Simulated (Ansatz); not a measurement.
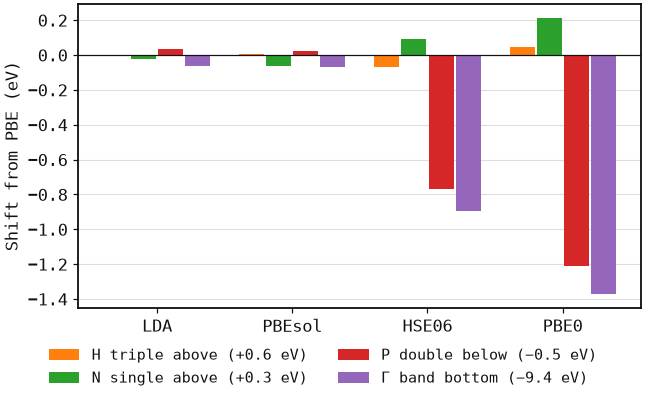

Levels near the Fermi level of bcc Pt, space group Im-3m, 1 atom in the primitive cell (cubic a = 3.168 Å), a metal, by five methods on one cell, as shifts from PBE. Each level is counted from the Fermi level of its run and named by k point, degeneracy (spin aside) and side; the legend gives its PBE energy; the band bottom is the lowest valence level above the core-like shells.

### Which method departs most from PBE, and how?

PBE0: it moves H triple above by +0.05 eV, N single above by +0.21 eV, P double below by −1.21 eV and Γ band bottom by −1.37 eV. Exact exchange pushes filled levels down from the Fermi level and so widens the occupied bands.

### How does the occupied bandwidth compare?

The Fermi level lies 9.44 eV (LDA), 9.37 eV (PBE), 9.44 eV (PBEsol), 10.27 eV (HSE06) and 10.75 eV (PBE0) above the band bottom.

```
method  H triple above (eV)  N single above (eV)  P double below (eV)  Γ band bottom (eV)
   LDA                 0.59                 0.32                −0.50               −9.44
   PBE                 0.59                 0.34                −0.54               −9.37
PBEsol                 0.59                 0.28                −0.51               −9.44
 HSE06                 0.52                 0.44                −1.30              −10.27
  PBE0                 0.64                 0.56                −1.75              −10.75
```

Settings. LDA: Ansatz PAW, 12×12×12 k mesh, 420 eV cutoff, Fermi-Dirac smearing of 0.05 eV (Ansatz). PBE: Ansatz PAW, 12×12×12 k mesh, 420 eV cutoff, Fermi-Dirac smearing of 0.05 eV (Ansatz 0.2.0). PBEsol: Ansatz PAW, 12×12×12 k mesh, 420 eV cutoff, Fermi-Dirac smearing of 0.05 eV (Ansatz 0.2.0). HSE06: Ansatz PAW, 8×8×8 k mesh, 420 eV cutoff, Fermi-Dirac smearing of 0.05 eV (Ansatz). PBE0: Ansatz PAW, 8×8×8 k mesh, 420 eV cutoff, Fermi-Dirac smearing of 0.05 eV (Ansatz 0.2.0). No run carries moments or holds spin-orbit coupling.

Spin-orbit coupling is left out, which matters for Pt. This isn't the form of Pt at room conditions, which is fcc. LDA, PBEsol, HSE06 and PBE0: the PAW data sets were made with another functional. HSE06 and PBE0: the k mesh is thin for exact exchange. PBE0: unscreened exact exchange wrongly thins out the states at the Fermi level of a metal. The meshes or smearings differ, which moves the Fermi levels.
